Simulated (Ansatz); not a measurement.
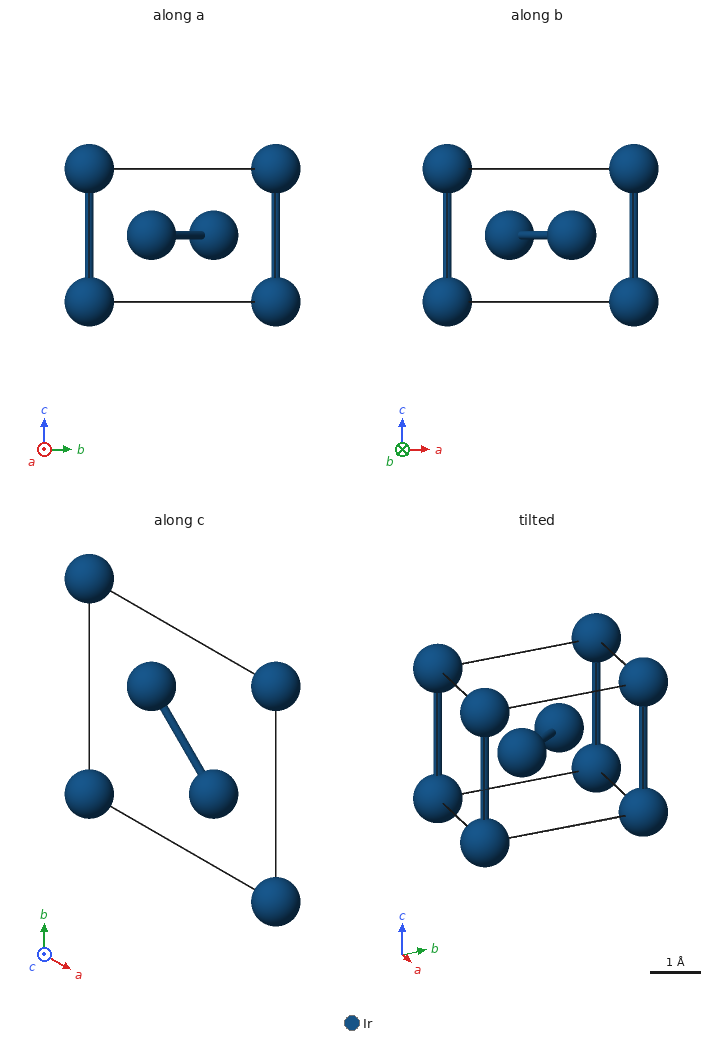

Ball-and-stick drawing of the structure, looking along the a axis, along the b axis, along the c axis and slightly off an axis. The parallelepiped is the conventional unit cell.

Lattice parameters: a = 4.349 Å, b = 4.349 Å, c = 2.686 Å, α = 90.00°, β = 90.00°, γ = 120.00°.

**Give the structure in the form of a table of Wyckoff sites.**

Space group P6/mmm (No. 191).
| atom | site | x | y | z |
| --- | --- | --- | --- | --- |
| Ir | 1a | 0.0000 | 0.0000 | 0.0000 |
| Ir | 2d | 0.3333 | 0.6667 | 0.5000 |

The structure comes from a structure type filled with this element by a generator (whether the element takes this form wasn't checked). A relaxation with DFT, r2SCAN, plane waves (500 eV) with PAW, scalar-relativistic in Ansatz gave the geometry drawn.
